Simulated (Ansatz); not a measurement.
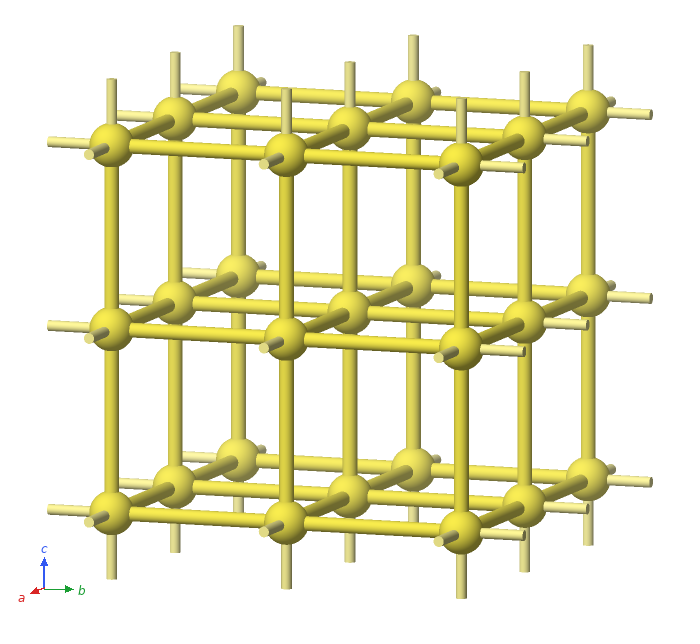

A cut-out of a periodic net derived from a crystal structure. Nodes are coloured by topological kind. Short stubs are edges that leave the cut-out.

**Classify the net: periodicity, connectivity, name.**

A uninodal 6-connected, three-periodic net. It is the pcu net, known from NaCl, ReO3 and the B-X framework of perovskite.

**Give point symbol and coordination sequence.**

4^12.6^3, sequence 6, 18, 38, 66, 102, 146.

Where the net comes from. LiF (space group Fm-3m, No. 225): the input geometry of an electronic-structure calculation (not necessarily at equilibrium); the starting structure was generated, so it need not be a known form of this composition. Bonds are taken as F–Li below 2.2 Å. Atoms with one bond or none are removed and atoms with two bonds are replaced by edges, until no such atom is left. Li and F are 6-connected nodes.
